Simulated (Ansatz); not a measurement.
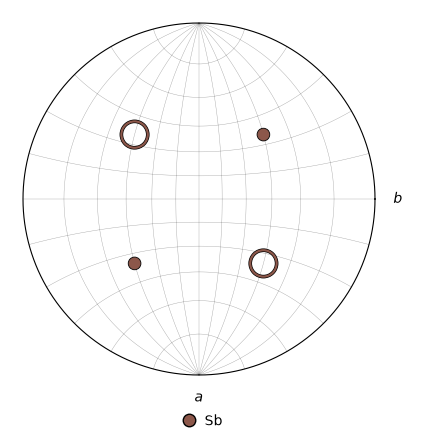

Crystal: InSb, coordinates from a relaxation with Ansatz 0.2.0, DFT PBE, scalar-relativistic, plane waves, PAW. Directions from one indium atom at (0, 0, 0) to its bonded neighbours, in stereographic projection down c (filled: above the plane of the page or in it, open: below). The drawing is computed from the coordinates (standard cell, symmetry found to 0.002 Å).

Neighbours are counted up to 3.43 Å for Sb.

```yaml
crystal:
  lattice:
    - [6.63731, 0.00000, 0.00000]
    - [0.00000, 6.63731, 0.00000]
    - [0.00000, 0.00000, 6.63731]
  atoms:
    - { symbol: In, position: [0.00000, 0.00000, 0.00000] }
    - { symbol: Sb, position: [0.25000, 0.25000, 0.75000] }
    - { symbol: In, position: [0.00000, 0.50000, 0.50000] }
    - { symbol: Sb, position: [0.25000, 0.75000, 0.25000] }
    - { symbol: In, position: [0.50000, 0.00000, 0.50000] }
    - { symbol: Sb, position: [0.75000, 0.25000, 0.25000] }
    - { symbol: In, position: [0.50000, 0.50000, 0.00000] }
    - { symbol: Sb, position: [0.75000, 0.75000, 0.75000] }
```

> How many neighbours are there, and at what angles?

4: 4 Sb at 2.87 Å. Angles between bonds: 109° (6×).

> What is the site's symmetry in the crystal?

Point group -43m (Td), order 24: three −4 axes, four threefold axes, six mirror planes. In F-43m, No. 216 this is Wyckoff position 4a.
